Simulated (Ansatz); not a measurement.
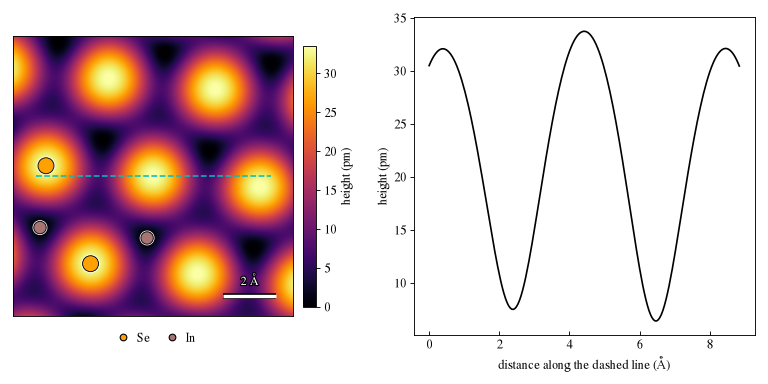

Constant-current image at a set point of 7.3 × 10⁻⁶ e/Å³ of InSe(001) (P6_3/mmc bulk, 12 atomic planes (those closer than 0.6 Å count as one), 23 Å, Se-terminated), sample bias −1.40 V. The atoms seen from above are drawn over one corner (deeper ones smaller). The right panel is the profile along the dashed line.

Images follow the Tersoff–Hamann model: the current is the local density of the sample's states between the Fermi level and the bias, at the tip's centre. Zero bias is put in the middle of the gap by convention. Bias windows are sharp sums over the levels of the k mesh.

The calculation used DFT PBE, scalar-relativistic, plane waves, PAW in Ansatz 0.2.0. Cutoff 420 eV, 15 × 15 k-points, Gaussian smearing 0.05 eV, dipole correction. The slab is a cut without reconstruction beyond its cell, at the source's lattice constants, with its lower half held fixed and the rest relaxed. No spin polarisation. Spin–orbit coupling is left out; with In it can shift levels and gaps. The run couldn't confirm all of its levels under its output density. The run warns that the functional's potential is rough in the thin density of the vacuum, where the tip is; weak contrasts and barriers may feel it.

> Which atoms or sites appear bright, which dark, and how strong is the contrast?

The brightest spots lie over the top Se atoms; the darkest points are over the In atoms 1.3 Å below the top plane. The corrugation is 34 pm at a mean tip height of 4.0 Å.
